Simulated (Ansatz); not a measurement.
# SrTiO₃: geometry relaxation (part 3 of 3)

Continued. System: SrTiO₃ (10 atoms in the cell). Method: DFT PBE, scalar-relativistic, plane waves, PAW, no spin polarisation (Ansatz 0.2.0); cutoff 420 eV, 8×8×8 k-mesh, Gaussian smearing of 0.02 eV. The structure derives from an entry of the Crystallography Open Database.

Geometry of the input (Å; fractional positions):
```
-2.7555  2.7555  3.8980
2.7555  -2.7555  3.8980
2.7555  2.7555  -3.8980
Sr 0.7500  0.2500  0.5000
Sr 0.2500  0.7500  0.5000
Ti 0.0000  0.0000  0.0000
Ti 0.5000  0.5000  0.0000
O  0.2500  0.2500  0.0000
O  0.7500  0.7500  0.0000
O  0.7451  0.2451  0.9902
O  0.2451  0.2549  0.5000
O  0.2549  0.7549  0.0098
O  0.7549  0.7451  0.5000
```

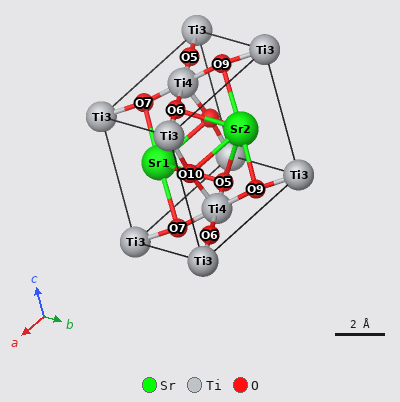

The geometry at step 6 of the log (ball-and-stick view of the cell of the calculation, seen at an oblique angle; atoms are numbered from 1 in the order of the input).

Output, continued:
```
  k-point 0: bands = ["-46.8618", "-46.8584", "-23.1605", "-23.1591", "-23.1591", "-23.1052", "-23.1017", "-23.1017", "-23.0353", "-22.9794", "-7.6636", "-6.8187", "-6.7151", "-6.4235", "-6.4235", "-6.4020", "-5.2877", "-5.2877", "-5.1386", "-5.0290", "-4.9979", "-4.9979", "5.1089", "5.5922", "5.6062", "6.0261", "6.0432", "6.0432", "6.8720", "6.8869", "6.8869", "8.4940", "8.5315", "8.5315", "9.2831", "9.2869", "9.2869", "9.4787", "9.5849", "9.5849", "11.5140", "11.5140", "11.5269", "13.5963", "13.8123", "13.9434", "13.9434", "14.1648", "15.0881", "15.3584"]
  k-point 1: bands = ["-46.8616", "-46.8585", "-23.1610", "-23.1597", "-23.1500", "-23.1276", "-23.1049", "-23.1013", "-23.0153", "-22.9819", "-7.6687", "-6.8240", "-6.7136", "-6.5217", "-6.4955", "-6.4919", "-5.2395", "-5.1695", "-5.0375", "-5.0226", "-4.9942", "-4.9068", "5.1902", "5.5993", "5.8128", "5.9147", "6.1089", "6.1237", "6.6848", "6.8636", "6.8816", "8.3017", "8.3463", "8.3815", "8.8294", "9.1876", "9.1882", "9.3664", "9.4153", "9.5886", "11.5302", "11.8329", "11.8523", "13.6415", "13.8198", "13.9165", "13.9173", "14.3237", "15.3371", "15.6181"]
  k-point 2: bands = ["-46.8612", "-46.8590", "-23.1711", "-23.1621", "-23.1601", "-23.1280", "-23.1039", "-23.1004", "-22.9879", "-22.9870", "-7.7262", "-6.8239", "-6.7495", "-6.6852", "-6.6714", "-6.5828", "-5.1201", "-5.0070", "-4.9837", "-4.9335", "-4.8266", "-4.7129", "5.2287", "5.5912", "5.6063", "6.1468", "6.3554", "6.3864", "6.5361", "6.8479", "6.8851", "7.8907", "7.9374", "8.0085", "8.0810", "8.9697", "8.9965", "9.0462", "9.0477", "9.5748", "11.5727", "12.4861", "12.5069", "13.4830", "13.5752", "13.8524", "13.8969", "15.0502", "15.9765", "16.1934"]
  k-point 58: bands = ["-46.8607", "-46.8594", "-23.2180", "-23.1622", "-23.1622", "-23.1000", "-23.0991", "-23.0991", "-22.9962", "-22.9611", "-7.8923", "-7.0383", "-6.8504", "-6.8504", "-6.6788", "-6.4345", "-4.9962", "-4.9962", "-4.9317", "-4.6565", "-4.6565", "-4.4359", "5.1666", "5.2479", "5.4295", "5.5809", "6.8728", "6.8728", "6.8895", "6.8895", "7.2429", "7.4000", "7.4000", "7.7957", "7.9107", "8.1472", "8.1472", "8.9632", "8.9632", "9.5216", "11.6670", "13.2074", "13.2074", "13.3925", "13.3925", "13.5118", "14.0571", "14.7103", "15.9279", "16.8289"]
--- Relaxed structure (9 steps of the walk, 7 accepted, 2 SCFs on fresh bases) ---
  F+E_penalty+E_count = -15508.98388780 eV   max|allowed force component| = 3.187e-4 eV/Å   (the final SCF, on the basis selected at the relaxed cell)
  cell:  # Å, volume = 121.7985 Å³
    - [-2.7777167010295476, 2.7777167010295476, 3.9464445044080976]
    - [2.7777167010295476, -2.7777167010295476, 3.9464445044080976]
    - [2.7777167010295476, 2.7777167010295476, -3.9464445044080976]
  atoms:
    - { symbol: Sr, position: [0.75, 0.24999999999999997, 0.49999999999999994] }
    - { symbol: Sr, position: [0.24999999999999997, 0.75, 0.49999999999999994] }
    - { symbol: Ti, position: [1.1804051959559182e-20, 2.164076192585878e-20, 3.344481388541801e-20] }
    - { symbol: Ti, position: [0.5, 0.5, 3.3444813885417755e-20] }
    - { symbol: O, position: [0.25, 0.25, 3.3444813885417785e-20] }
    - { symbol: O, position: [0.75, 0.75, 3.344481388541771e-20] }
    - { symbol: O, position: [0.7281975581701173, 0.22819755817011744, 0.9563951163402347] }
    - { symbol: O, position: [0.22819755817011733, 0.27180244182988267, 0.4999999999999999] }
    - { symbol: O, position: [0.27180244182988267, 0.7718024418298826, 0.0436048836597652] }
    - { symbol: O, position: [0.7718024418298827, 0.7281975581701174, 0.4999999999999999] }
```

Trajectory as extended XYZ (Å, eV, eV/Å), 11 frames, from step=1 to step=11:
```
10
Lattice="-2.7555 2.7555 3.8980 2.7555 -2.7555 3.8980 2.7555 2.7555 -3.8980" Properties=species:S:1:pos:R:3:forces:R:3 step=1 energy=-15508.91631 pressure_GPa=5.45
Sr    0.0000    2.7555    1.9490    0.0000   0.0000   0.0000
Sr    2.7555    0.0000    1.9490    0.0000   0.0000   0.0000
Ti    0.0000    0.0000    0.0000    0.0000   0.0000   0.0000
Ti    0.0000    0.0000    3.8980    0.0000   0.0000   0.0000
O     0.0000    0.0000    1.9490    0.0000   0.0000   0.0000
O     0.0000    0.0000    5.8470    0.0000   0.0000   0.0000
O     1.3507    4.1062    0.0000   -0.0113  -0.0113   0.0000
O     1.4048    1.3507    0.0000    0.0113  -0.0113   0.0000
O     1.4048   -1.3507    3.8980    0.0113   0.0113   0.0000
O     1.3507    1.4048    3.8980   -0.0113   0.0113   0.0000
10
Lattice="-2.7801 2.7801 3.9328 2.7801 -2.7801 3.9328 2.7801 2.7801 -3.9328" Properties=species:S:1:pos:R:3:forces:R:3 step=2 energy=-15508.96188 pressure_GPa=0.37
Sr    0.0000    2.7801    1.9664    0.0000   0.0000   0.0000
Sr    2.7801    0.0000    1.9664    0.0000   0.0000   0.0000
Ti    0.0000    0.0000    0.0000    0.0000   0.0000   0.0000
Ti    0.0000    0.0000    3.9328    0.0000   0.0000   0.0000
O     0.0000    0.0000    1.9664    0.0000   0.0000   0.0000
O     0.0000    0.0000    5.8992    0.0000   0.0000   0.0000
O     1.3624    4.1425    0.0000   -0.0084  -0.0084   0.0000
O     1.4178    1.3624    0.0000    0.0084  -0.0084   0.0000
O     1.4178   -1.3624    3.9328    0.0084   0.0084   0.0000
O     1.3624    1.4178    3.9328   -0.0084   0.0084   0.0000
10
Lattice="-2.7819 2.7819 3.9354 2.7819 -2.7819 3.9354 2.7819 2.7819 -3.9354" Properties=species:S:1:pos:R:3:forces:R:3 step=3 energy=-15508.96143 pressure_GPa=0.01
Sr    0.0000    2.7819    1.9677    0.0000   0.0000   0.0000
Sr    2.7819    0.0000    1.9677    0.0000   0.0000   0.0000
Ti    0.0000    0.0000    0.0000    0.0000   0.0000   0.0000
Ti    0.0000    0.0000    3.9354    0.0000   0.0000   0.0000
O     0.0000    0.0000    1.9677    0.0000   0.0000   0.0000
O     0.0000    0.0000    5.9032    0.0000   0.0000   0.0000
O     1.3615    4.1434    0.0000   -0.0086  -0.0086   0.0000
O     1.4205    1.3615    0.0000    0.0086  -0.0086   0.0000
O     1.4205   -1.3615    3.9354    0.0086   0.0086   0.0000
O     1.3615    1.4205    3.9354   -0.0086   0.0086   0.0000
10
Lattice="-2.7824 2.7824 3.9363 2.7824 -2.7824 3.9363 2.7824 2.7824 -3.9363" Properties=species:S:1:pos:R:3:forces:R:3 step=4 energy=-15508.96150 pressure_GPa=-0.09
Sr    0.0000    2.7824    1.9682    0.0000   0.0000   0.0000
Sr    2.7824    0.0000    1.9682    0.0000   0.0000   0.0000
Ti    0.0000    0.0000    0.0000    0.0000   0.0000   0.0000
Ti    0.0000    0.0000    3.9363    0.0000   0.0000   0.0000
O     0.0000    0.0000    1.9682    0.0000   0.0000   0.0000
O     0.0000    0.0000    5.9045    0.0000   0.0000   0.0000
O     1.3572    4.1396    0.0000   -0.0096  -0.0096   0.0000
O     1.4252    1.3572    0.0000    0.0096  -0.0096   0.0000
O     1.4252   -1.3572    3.9363    0.0096   0.0096   0.0000
O     1.3572    1.4252    3.9363   -0.0096   0.0096   0.0000
10
Lattice="-2.7907 2.7907 3.9556 2.7907 -2.7907 3.9556 2.7907 2.7907 -3.9556" Properties=species:S:1:pos:R:3:forces:R:3 step=5 energy=-15508.93866 pressure_GPa=-2.48 accepted=F
Sr    0.0000    2.7907    1.9778    0.0000   0.0000   0.0000
Sr    2.7907    0.0000    1.9778    0.0000   0.0000   0.0000
Ti    0.0000    0.0000    0.0000    0.0000   0.0000   0.0000
Ti    0.0000    0.0000    3.9556    0.0000   0.0000   0.0000
O     0.0000    0.0000    1.9778    0.0000   0.0000   0.0000
O     0.0000    0.0000    5.9334    0.0000   0.0000   0.0000
O     1.2214    4.0122    0.0000    0.0693   0.0693   0.0000
O     1.5693    1.2214    0.0000   -0.0693   0.0693   0.0000
O     1.5693   -1.2214    3.9556   -0.0693  -0.0693   0.0000
O     1.2214    1.5693    3.9556    0.0693  -0.0693   0.0000
10
Lattice="-2.7787 2.7787 3.9404 2.7787 -2.7787 3.9404 2.7787 2.7787 -3.9404" Properties=species:S:1:pos:R:3:forces:R:3 step=6 energy=-15508.96916 pressure_GPa=0.00
Sr    0.0000    2.7787    1.9702    0.0000   0.0000   0.0000
Sr    2.7787    0.0000    1.9702    0.0000   0.0000   0.0000
Ti    0.0000    0.0000    0.0000    0.0000   0.0000   0.0000
Ti    0.0000    0.0000    3.9404    0.0000   0.0000   0.0000
O     0.0000    0.0000    1.9702    0.0000   0.0000   0.0000
O     0.0000    0.0000    5.9107    0.0000   0.0000   0.0000
O     1.2858    4.0645    0.0000   -0.0079  -0.0079   0.0000
O     1.4929    1.2858    0.0000    0.0079  -0.0079   0.0000
O     1.4929   -1.2858    3.9404    0.0079   0.0079   0.0000
O     1.2858    1.4929    3.9404   -0.0079   0.0079   0.0000
10
Lattice="-2.7748 2.7748 3.9463 2.7748 -2.7748 3.9463 2.7748 2.7748 -3.9463" Properties=species:S:1:pos:R:3:forces:R:3 step=7 energy=-15508.96049 pressure_GPa=-0.10 accepted=F
Sr    0.0000    2.7748    1.9731    0.0000   0.0000   0.0000
Sr    2.7748    0.0000    1.9731    0.0000   0.0000   0.0000
Ti    0.0000    0.0000    0.0000    0.0000   0.0000   0.0000
Ti    0.0000    0.0000    3.9463    0.0000   0.0000   0.0000
O     0.0000    0.0000    1.9731    0.0000   0.0000   0.0000
O     0.0000    0.0000    5.9194    0.0000   0.0000   0.0000
O     1.2150    3.9898    0.0000    0.0572   0.0572   0.0000
O     1.5599    1.2150    0.0000   -0.0572   0.0572   0.0000
O     1.5599   -1.2150    3.9463   -0.0572  -0.0572   0.0000
O     1.2150    1.5599    3.9463    0.0572  -0.0572   0.0000
10
Lattice="-2.7770 2.7770 3.9441 2.7770 -2.7770 3.9441 2.7770 2.7770 -3.9441" Properties=species:S:1:pos:R:3:forces:R:3 step=8 energy=-15508.96992 pressure_GPa=-0.00
Sr    0.0000    2.7770    1.9721    0.0000   0.0000   0.0000
Sr    2.7770    0.0000    1.9721    0.0000   0.0000   0.0000
Ti    0.0000    0.0000    0.0000    0.0000   0.0000   0.0000
Ti    0.0000    0.0000    3.9441    0.0000   0.0000   0.0000
O     0.0000    0.0000    1.9721    0.0000   0.0000   0.0000
O     0.0000    0.0000    5.9162    0.0000   0.0000   0.0000
O     1.2703    4.0473    0.0000   -0.0016  -0.0016   0.0000
O     1.5067    1.2703    0.0000    0.0016  -0.0016   0.0000
O     1.5067   -1.2703    3.9441    0.0016   0.0016   0.0000
O     1.2703    1.5067    3.9441   -0.0016   0.0016   0.0000
10
Lattice="-2.7770 2.7770 3.9441 2.7770 -2.7770 3.9441 2.7770 2.7770 -3.9441" Properties=species:S:1:pos:R:3:forces:R:3 step=9 energy=-15508.98379 pressure_GPa=0.20
Sr    0.0000    2.7770    1.9721    0.0000   0.0000   0.0000
Sr    2.7770    0.0000    1.9721    0.0000   0.0000   0.0000
Ti    0.0000    0.0000    0.0000    0.0000   0.0000   0.0000
Ti    0.0000    0.0000    3.9441    0.0000   0.0000   0.0000
O     0.0000    0.0000    1.9721    0.0000   0.0000   0.0000
O     0.0000    0.0000    5.9162    0.0000   0.0000   0.0000
O     1.2703    4.0473    0.0000   -0.0017  -0.0017   0.0000
O     1.5067    1.2703    0.0000    0.0017  -0.0017   0.0000
O     1.5067   -1.2703    3.9441    0.0017   0.0017   0.0000
O     1.2703    1.5067    3.9441   -0.0017   0.0017   0.0000
10
Lattice="-2.7777 2.7777 3.9464 2.7777 -2.7777 3.9464 2.7777 2.7777 -3.9464" Properties=species:S:1:pos:R:3:forces:R:3 step=10 energy=-15508.98340 pressure_GPa=-0.01
Sr    0.0000    2.7777    1.9732    0.0000   0.0000   0.0000
Sr    2.7777    0.0000    1.9732    0.0000   0.0000   0.0000
Ti    0.0000    0.0000    0.0000    0.0000   0.0000   0.0000
Ti    0.0000    0.0000    3.9464    0.0000   0.0000   0.0000
O     0.0000    0.0000    1.9732    0.0000   0.0000   0.0000
O     0.0000    0.0000    5.9197    0.0000   0.0000   0.0000
O     1.2677    4.0455    0.0000    0.0003   0.0003   0.0000
O     1.5100    1.2677    0.0000   -0.0003   0.0003   0.0000
O     1.5100   -1.2677    3.9464   -0.0003  -0.0003   0.0000
O     1.2677    1.5100    3.9464    0.0003  -0.0003   0.0000
10
Lattice="-2.7777 2.7777 3.9464 2.7777 -2.7777 3.9464 2.7777 2.7777 -3.9464" Properties=species:S:1:pos:R:3:forces:R:3 step=11 energy=-15508.98389 pressure_GPa=-0.01
Sr    0.0000    2.7777    1.9732    0.0000   0.0000   0.0000
Sr    2.7777    0.0000    1.9732    0.0000   0.0000   0.0000
Ti    0.0000    0.0000    0.0000    0.0000   0.0000   0.0000
Ti    0.0000    0.0000    3.9464    0.0000   0.0000   0.0000
O     0.0000    0.0000    1.9732    0.0000   0.0000   0.0000
O     0.0000    0.0000    5.9197    0.0000   0.0000   0.0000
O     1.2677    4.0455    0.0000    0.0003   0.0003   0.0000
O     1.5100    1.2677    0.0000   -0.0003   0.0003   0.0000
O     1.5100   -1.2677    3.9464   -0.0003  -0.0003   0.0000
O     1.2677    1.5100    3.9464    0.0003  -0.0003   0.0000
```

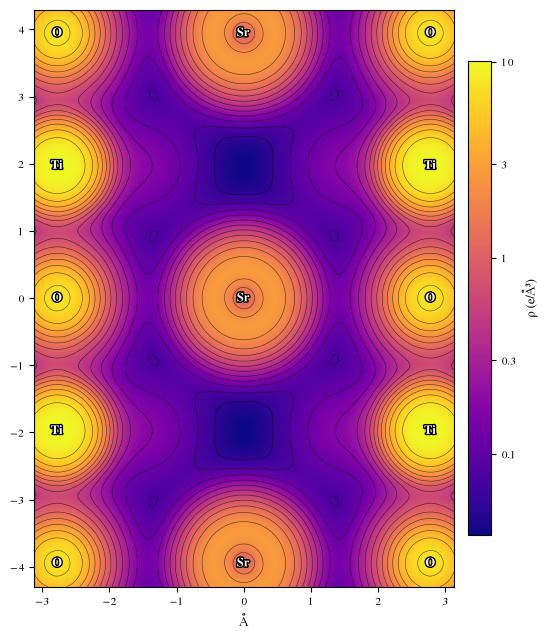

Valence charge density (pseudo) on the (100) plane of the conventional cell. Atoms in the plane: Sr, Ti and O. Ti–O (1.97 Å): the density is about 0.67 e/Å³ at the midpoint. Sr–O (2.78 Å): the density is about 0.14 e/Å³ at the midpoint. Away from the nuclei the density in this plane falls to 0.04 e/Å³ at its lowest. The fields are those of the smooth PAW valence density.

Summary:

| quantity | value |
| --- | --- |
| outcome | converged |
| space group (tolerance 0.01 Å) | I4/mcm (140) |
| electrons treated | 80 |
| free energy | −15508.9839 eV |
| Fermi energy | 10.551 eV |
| gap on the k-point mesh | 1.93 eV |
| pressure | −0.01 GPa |
| final volume | 121.80 Å³ |
| largest force (length of the vector) at the end | under 0.001 eV/Å |
| final cell | a = 5.568 Å, b = 5.568 Å, c = 5.568 Å, α = 120.15°, β = 120.15°, γ = 89.74° |
| wall time | 77 s (CPU time 5 min) |
| peak memory | 0.66 GiB |
